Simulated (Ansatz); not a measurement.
# Single-point calculation of Ge48N (part 2 of 2)

Ge48N (defect cell, 49 atoms in the cell); DFT PBE, scalar-relativistic, plane waves, PAW, spin-polarised (Ansatz 0.2.0); cutoff 420 eV, 2×2×2 k-mesh, Gaussian smearing of 0.05 eV, collinear spins. The structure derives from a Materials Project entry.

**Output, continued**
```
  k-point 0 ↑: bands = ["-16.3709", "-16.3687", "-16.3641", "-16.3633", "-16.3626", "-16.3590", "-16.3551", "-16.3524", "-16.3494", "-16.3465", ... 198 levels left out ..., "-15.9996", "-15.9980", "-15.9977", "-15.9890", "-15.9883", "-15.9881", "-15.9827", "-15.9819", "-15.9819", "-15.9810", "-15.9809", "-15.9802", "-15.9753", "-15.9743", "-15.9727", "-15.9712", "-15.9706", "-15.9639", "-15.9630", "-15.9564", "-15.9538", "-15.9504", "-15.9501", "-15.9387", "-15.9297", "-15.9134", "-15.9090", "-15.9022", "-15.8900",
      "-15.8875", "-15.8853", "-15.8850", "-6.6498", "-4.1738", "-3.3919", "-3.2627", "-2.8603", "-2.6816", "-2.6677", "-2.6571", "-2.6534", "-2.6472", "-2.6319", "-2.3966", "-2.2127", "-2.0483", "-1.6852", "-1.6628", "-1.6444", "-1.5108", "-1.3731", "-1.3560", "-1.3535", "-1.3488", "-1.2695", "-0.7560", "-0.4506", "-0.2308", "0.3019", "0.6013", "0.6651", "0.6813", "0.7041", "0.8028", "0.8728", "0.9574", "0.9730", "0.9922", "1.6671",
      "1.7961", "2.1072", "2.4050", "2.4111", "2.4167", "2.4217", "2.4258", "2.4586", "2.8854", "3.5309", "3.5612", "3.6848", "4.0512", "4.0525", "4.0752", "4.2943", "4.6345", "4.8728", "4.9966", "5.0262", "5.0891", "5.2700", "5.3141", "5.3370", "5.3434", "5.4240", "5.5404", "5.6222", "5.7893", "5.8015", "5.8087", "5.8256", "5.8389", "5.8615", "5.8688", "5.8746", "5.9125", "5.9465", "5.9512", "5.9583",
      "5.9782", "5.9966", "6.0047", "6.0143", "6.0347", "6.0847", "6.1264", "6.1326", "6.1586", "6.7558", "6.8164", "6.8261", "7.0362", "7.0397", "7.0429", "7.1066", "7.1448", "7.2755", "8.0048", "8.2379", "8.4246", "8.6114", "8.6568", "8.6687", "9.0530", "9.1129", "9.2548", "9.2561", "9.2713", "10.1376", "10.1578", "10.2190", "10.4961", "10.6661", "10.6817", "10.7005", "10.7164", "10.7568", "10.7637", "10.7801",
      "10.7869", "10.8103", "10.8249", "10.8251", "10.8316", "10.9675", "11.0293", "11.2742", "11.2935", "11.3556", "11.4407", "11.4697", "11.4879", "11.5763", "11.7014", "11.7529", "11.7853", "11.8036", "11.8334", "11.8505", "11.9239", "11.9268", "12.1147", "12.4538", "12.6513", "12.8746", "12.9556", "12.9815", "13.0112", "13.0140", "13.0224", "13.0487", "13.0733", "13.0789", "13.1250", "13.1516", "13.1770", "13.1871", "13.2129", "13.2252",
      "13.2589", "13.3855", "13.3946", "13.4274", "13.5503", "13.6849", "13.7036", "13.8955", "13.9829", "14.0861", "14.1736"]
  k-point 1 ↑: bands = ["-16.3704", "-16.3680", "-16.3635", "-16.3631", "-16.3625", "-16.3603", "-16.3534", "-16.3519", "-16.3496", "-16.3480", ... 198 levels left out ..., "-15.9992", "-15.9976", "-15.9943", "-15.9896", "-15.9888", "-15.9854", "-15.9842", "-15.9827", "-15.9827", "-15.9824", "-15.9815", "-15.9808", "-15.9765", "-15.9749", "-15.9736", "-15.9718", "-15.9709", "-15.9638", "-15.9633", "-15.9562", "-15.9520", "-15.9511", "-15.9499", "-15.9391", "-15.9297", "-15.9134", "-15.9091", "-15.9022", "-15.8900",
      "-15.8875", "-15.8854", "-15.8851", "-6.6497", "-4.0404", "-3.8671", "-2.9927", "-2.8610", "-2.8549", "-2.7252", "-2.4100", "-2.3511", "-2.2681", "-2.1387", "-2.1153", "-2.0876", "-2.0850", "-2.0800", "-2.0742", "-2.0384", "-2.0226", "-1.9724", "-1.9519", "-1.1681", "-0.7747", "-0.6617", "-0.4017", "-0.3427", "-0.1929", "0.0214", "0.0294", "0.1702", "0.8998", "0.9793", "1.2063", "1.3929", "1.3943", "1.3988", "1.4043", "1.4153",
      "1.4235", "1.6500", "1.6677", "2.1076", "2.1252", "2.2904", "2.6383", "2.7405", "2.7636", "2.9807", "3.8806", "3.9775", "4.0726", "4.0953", "4.2054", "4.3169", "4.5194", "4.6045", "4.8554", "5.1973", "5.3129", "5.3697", "5.5138", "5.6010", "5.6086", "5.6199", "5.6259", "5.6611", "5.6612", "5.6725", "5.6874", "5.7157", "5.7275", "5.8026", "5.8544", "5.8969", "5.9031", "5.9321", "5.9844", "5.9988",
      "6.0668", "6.0897", "6.1093", "6.1188", "6.1546", "6.1651", "6.2054", "6.2618", "6.3172", "6.4754", "6.4787", "6.5424", "6.7054", "6.7510", "6.7553", "7.1744", "7.2055", "7.7585", "7.7789", "8.1580", "8.1727", "8.1896", "9.5474", "9.6390", "9.6429", "9.6706", "9.6862", "9.7070", "9.7760", "9.7927", "9.7967", "9.8378", "9.8908", "9.9038", "9.9737", "10.0552", "10.0763", "10.3468", "10.4940", "10.5291",
      "10.7168", "10.7362", "10.8289", "10.8539", "11.0334", "11.0744", "11.2227", "11.2513", "11.2764", "11.2818", "11.3005", "11.3270", "11.4765", "11.6103", "11.6491", "11.8007", "11.8593", "11.9399", "11.9859", "11.9884", "11.9940", "12.0035", "12.0622", "12.1607", "12.2527", "12.4784", "12.5227", "12.5594", "12.6024", "12.8525", "12.9210", "13.0109", "13.0891", "13.4774", "13.4897", "13.5878", "13.6567", "13.7050", "13.7177", "13.8174",
      "13.8526", "13.9028", "13.9308", "13.9771", "13.9962", "14.0744", "14.0822", "14.0910", "14.1264", "14.1330", "14.1330"]
  k-point 2 ↑: bands = ["-16.3674", "-16.3669", "-16.3642", "-16.3635", "-16.3584", "-16.3568", "-16.3557", "-16.3555", "-16.3528", "-16.3522", ... 198 levels left out ..., "-15.9959", "-15.9946", "-15.9941", "-15.9909", "-15.9902", "-15.9886", "-15.9878", "-15.9853", "-15.9842", "-15.9837", "-15.9830", "-15.9779", "-15.9770", "-15.9745", "-15.9740", "-15.9714", "-15.9603", "-15.9598", "-15.9583", "-15.9569", "-15.9541", "-15.9531", "-15.9480", "-15.9451", "-15.9289", "-15.9120", "-15.9096", "-15.9034", "-15.8897",
      "-15.8873", "-15.8857", "-15.8852", "-6.6482", "-3.8659", "-3.7354", "-3.4101", "-3.2768", "-2.6794", "-2.6294", "-2.5970", "-2.5592", "-2.5207", "-2.3974", "-2.2298", "-2.1307", "-2.1179", "-1.9784", "-1.9006", "-1.6570", "-1.4408", "-1.3239", "-1.3035", "-1.1738", "-1.0541", "-0.9980", "-0.9549", "-0.2345", "-0.0176", "0.2557", "0.3011", "0.3850", "0.5175", "0.5937", "0.6177", "0.8305", "1.0729", "1.3111", "1.4551", "1.6145",
      "1.6735", "1.8045", "1.8178", "2.1053", "2.1706", "2.2447", "2.2559", "2.6973", "3.5772", "3.9161", "4.1248", "4.1617", "4.2456", "4.2618", "4.2886", "4.4022", "4.4280", "4.4955", "4.5296", "4.7143", "4.7354", "4.9693", "5.0452", "5.2237", "5.2430", "5.2596", "5.3765", "5.3973", "5.4381", "5.4561", "5.4906", "5.5160", "5.5724", "5.5972", "5.6285", "5.7559", "5.9623", "6.1332", "6.2249", "6.2366",
      "6.2917", "6.3884", "6.4152", "6.4536", "6.4874", "6.5226", "6.5896", "6.6204", "6.6573", "6.6906", "6.7210", "6.7921", "7.0380", "7.0875", "7.1374", "7.3718", "7.3980", "7.4625", "7.5260", "7.7177", "7.8210", "8.1327", "9.1497", "9.2995", "9.3521", "9.4238", "9.5122", "9.6036", "9.9222", "9.9814", "10.0712", "10.1078", "10.1361", "10.1534", "10.2109", "10.2472", "10.2782", "10.3353", "10.4171", "10.5626",
      "10.6150", "10.7109", "10.8425", "10.9629", "11.2063", "11.2815", "11.2829", "11.3192", "11.3626", "11.4267", "11.4554", "11.4869", "11.5531", "11.5956", "11.6225", "11.7961", "11.8776", "11.9580", "11.9821", "12.0352", "12.0620", "12.0904", "12.1242", "12.2312", "12.3200", "12.4192", "12.4578", "12.5129", "12.5489", "12.5834", "12.6222", "12.6655", "12.7856", "12.8092", "12.8808", "12.9326", "12.9764", "13.0868", "13.1186", "13.2467",
      "13.3022", "13.4283", "13.5478", "13.5822", "13.6982", "13.7538", "13.7682", "13.8178", "13.8281", "14.0496", "14.2011"]
  k-point 7 ↓: bands = ["-16.3711", "-16.3662", "-16.3637", "-16.3632", "-16.3617", "-16.3579", "-16.3576", "-16.3538", "-16.3511", "-16.3495", ... 198 levels left out ..., "-15.9996", "-15.9975", "-15.9946", "-15.9898", "-15.9878", "-15.9870", "-15.9866", "-15.9851", "-15.9840", "-15.9809", "-15.9785", "-15.9774", "-15.9750", "-15.9705", "-15.9699", "-15.9693", "-15.9664", "-15.9620", "-15.9618", "-15.9524", "-15.9500", "-15.9469", "-15.9466", "-15.9392", "-15.9284", "-15.9080", "-15.9074", "-15.9002", "-15.8883",
      "-15.8846", "-15.8841", "-15.8804", "-6.2954", "-3.5633", "-3.4988", "-3.3881", "-3.3749", "-3.3525", "-3.0611", "-2.7252", "-2.6661", "-2.6504", "-2.4451", "-2.2691", "-2.0375", "-1.7215", "-1.4974", "-1.4175", "-1.2838", "-1.2816", "-1.2520", "-1.1542", "-1.1517", "-1.1500", "-0.8606", "-0.6231", "-0.2438", "-0.1638", "-0.0568", "0.2050", "0.3871", "0.4152", "0.4224", "0.6125", "0.6180", "0.6352", "0.6367", "0.7055", "1.5548",
      "1.6072", "1.8499", "2.2381", "2.4305", "2.4341", "2.7332", "3.3577", "3.7994", "3.9095", "3.9247", "4.0061", "4.0426", "4.0739", "4.0791", "4.1081", "4.1295", "4.1475", "4.2279", "4.2359", "4.2380", "4.2770", "4.6577", "5.0815", "5.1707", "5.1879", "5.2362", "5.3199", "5.4420", "5.4729", "5.6641", "5.7496", "5.8097", "5.8491", "5.8874", "5.8893", "5.9118", "5.9289", "5.9910", "6.0294", "6.0898",
      "6.1131", "6.3076", "6.3541", "6.4837", "6.5463", "6.5991", "6.8338", "6.9701", "6.9755", "6.9816", "6.9975", "7.0377", "7.0673", "7.0965", "7.1361", "7.2231", "7.4050", "7.5126", "7.6682", "7.6951", "7.7861", "8.5290", "9.0197", "9.1206", "9.1525", "9.1920", "9.2145", "9.3720", "9.7599", "9.9691", "10.0762", "10.1796", "10.2184", "10.2390", "10.4767", "10.5746", "10.6442", "10.7211", "10.7683", "10.7846",
      "10.7939", "10.8122", "10.9030", "10.9395", "10.9937", "11.0191", "11.1242", "11.3080", "11.3351", "11.4034", "11.4451", "11.5971", "11.6753", "11.7897", "11.7963", "11.8419", "11.8797", "11.8881", "11.8884", "11.9188", "11.9414", "12.0014", "12.1238", "12.1327", "12.1817", "12.2816", "12.5773", "12.6094", "12.6745", "12.7317", "12.8827", "12.9326", "12.9451", "12.9627", "12.9954", "13.0411", "13.0780", "13.0990", "13.1533", "13.2115",
      "13.2244", "13.3276", "13.3957", "13.4004", "13.4817", "13.5526", "13.7039", "14.0440", "14.0462", "14.1255", "14.1640"]
--- Löwdin populations: 49 sites ---
  site symbol       q [e]    m [muB]
     0     Ge     13.9732     0.0024
     1     Ge     13.9808     0.0125
     2     Ge     13.9759     0.0083
     3     Ge     13.9497    -0.0008
     4     Ge     13.9793    -0.0002
     5     Ge     13.6262    -0.0078
     6     Ge     13.9493    -0.0007
     7     Ge     13.9760     0.0082
     8     Ge     13.9731     0.0023
     9     Ge     13.9808     0.0124
    10     Ge     13.9777     0.0009
    11     Ge     13.9778     0.0009
    12     Ge     13.9762     0.0019
    13     Ge     13.9855     0.0015
    14     Ge     13.9836     0.0176
    15     Ge     13.9726     0.0344
    16     Ge     13.9731     0.0001
    17     Ge     14.0190    -0.0012
    18     Ge     13.9724     0.0341
    19     Ge     13.9837     0.0178
    20     Ge     13.9762     0.0019
    21     Ge     13.9856     0.0015
    22     Ge     13.9774     0.0034
    23     Ge     13.9775     0.0034
    24     Ge     13.9807     0.0125
    25     Ge     13.9732     0.0024
    26     Ge     13.9497    -0.0008
    27     Ge     13.9759     0.0083
    28     Ge     13.6262    -0.0078
    29     Ge     13.9793    -0.0002
    30     Ge     13.9760     0.0082
    31     Ge     13.9493    -0.0007
    32     Ge     13.9808     0.0125
    33     Ge     13.9730     0.0023
    34     Ge     13.9777     0.0009
    35     Ge     13.9777     0.0009
    36     Ge     13.9762     0.0019
    37     Ge     13.9855     0.0015
    38     Ge     13.9836     0.0177
    39     Ge     13.9727     0.0344
    40     Ge     13.9731     0.0001
    41     Ge     14.0190    -0.0012
    42     Ge     13.9722     0.0342
    43     Ge     13.9836     0.0177
    44     Ge     13.9762     0.0019
    45     Ge     13.9856     0.0015
    46     Ge     13.9774     0.0034
    47     Ge     13.9775     0.0034
    48      N      5.7319     0.3940
  spilling = 0.001571 (of n_electrons = 677.000000)
--- Bader charges: 49 sites ---
  site symbol  charge [e]  shift [e]    m [muB]
     0     Ge      0.0064     0.0000     0.0033
     1     Ge     -0.0031     0.0000     0.0125
     2     Ge      0.0016     0.0000     0.0082
     3     Ge      0.0406     0.0001    -0.0002
     4     Ge     -0.0010     0.0000     0.0002
     5     Ge      0.5576     0.0060     0.0119
     6     Ge      0.0413     0.0001    -0.0002
     7     Ge      0.0015     0.0000     0.0082
     8     Ge      0.0065     0.0000     0.0032
     9     Ge     -0.0032     0.0000     0.0125
    10     Ge      0.0007     0.0000     0.0012
    11     Ge      0.0007     0.0000     0.0012
    12     Ge      0.0025     0.0000     0.0020
    13     Ge     -0.0054     0.0000     0.0021
    14     Ge     -0.0043     0.0000     0.0176
    15     Ge      0.0109     0.0001     0.0344
    16     Ge      0.0013     0.0000    -0.0003
    17     Ge     -0.0146     0.0000     0.0005
    18     Ge      0.0111     0.0001     0.0341
    19     Ge     -0.0044     0.0000     0.0178
    20     Ge      0.0025     0.0000     0.0020
    21     Ge     -0.0055     0.0000     0.0021
    22     Ge      0.0015     0.0000     0.0040
    23     Ge      0.0015     0.0000     0.0039
    24     Ge     -0.0031     0.0000     0.0125
    25     Ge      0.0064     0.0000     0.0033
    26     Ge      0.0407     0.0001    -0.0002
    27     Ge      0.0016     0.0000     0.0082
    28     Ge      0.5577     0.0060     0.0119
    29     Ge     -0.0009     0.0000     0.0002
    30     Ge      0.0015     0.0000     0.0082
    31     Ge      0.0413     0.0001    -0.0002
    32     Ge     -0.0031     0.0000     0.0125
    33     Ge      0.0066     0.0000     0.0032
    34     Ge      0.0006     0.0000     0.0012
    35     Ge      0.0007     0.0000     0.0012
    36     Ge      0.0025     0.0000     0.0020
    37     Ge     -0.0054     0.0000     0.0021
    38     Ge     -0.0043     0.0000     0.0177
    39     Ge      0.0108     0.0001     0.0343
    40     Ge      0.0013     0.0000    -0.0003
    41     Ge     -0.0145     0.0000     0.0005
    42     Ge      0.0113     0.0001     0.0341
    43     Ge     -0.0043     0.0000     0.0177
    44     Ge      0.0025     0.0000     0.0020
    45     Ge     -0.0055     0.0000     0.0021
    46     Ge      0.0015     0.0000     0.0040
    47     Ge      0.0015     0.0000     0.0039
    48      N     -1.2940     0.0123     0.3538
  estimated error of the sums over rays = 3.5e-4 e
```

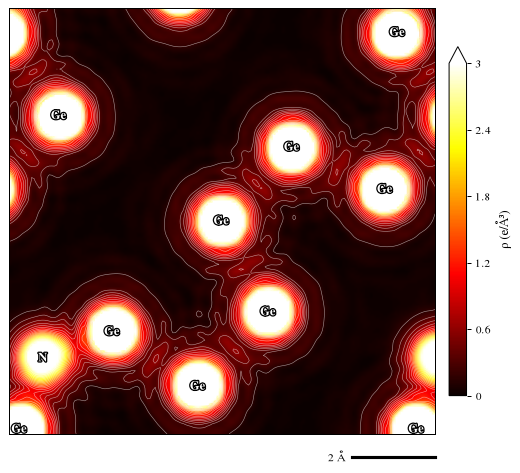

Fig. 1: Valence charge density (pseudo) on the (001) plane of the calculation cell. The section cuts through Ge and N sites. Ge–N (1.80 Å): ρ is about 1.1 e/Å³ halfway. Ge–Ge (2.46 Å): ρ is about 0.62 e/Å³ halfway, with its minimum of 0.42 e/Å³ about 1.4 Å from Ge. Ge–Ge (2.46 Å): the density is about 0.62 e/Å³ at the midpoint, with its minimum of 0.42 e/Å³ about 1.4 Å from Ge. The density dies away to nearly zero in the voids. The fields are those of the smooth PAW valence density.

**Summary**

| quantity | value |
| --- | --- |
| outcome | converged |
| electrons treated | 677 |
| free energy | −206539.1232 eV |
| Fermi energy | 8.465 eV |
| gap on the k-point mesh | none (metallic) |
| net moment of the cell | 0.72 μB |
| integrated absolute moment | 0.81 μB |
| largest force (length of the vector) | 0.009 eV/Å |
| wall time | 4.2 min (CPU time 32 min) |
| peak memory | 12 GiB |
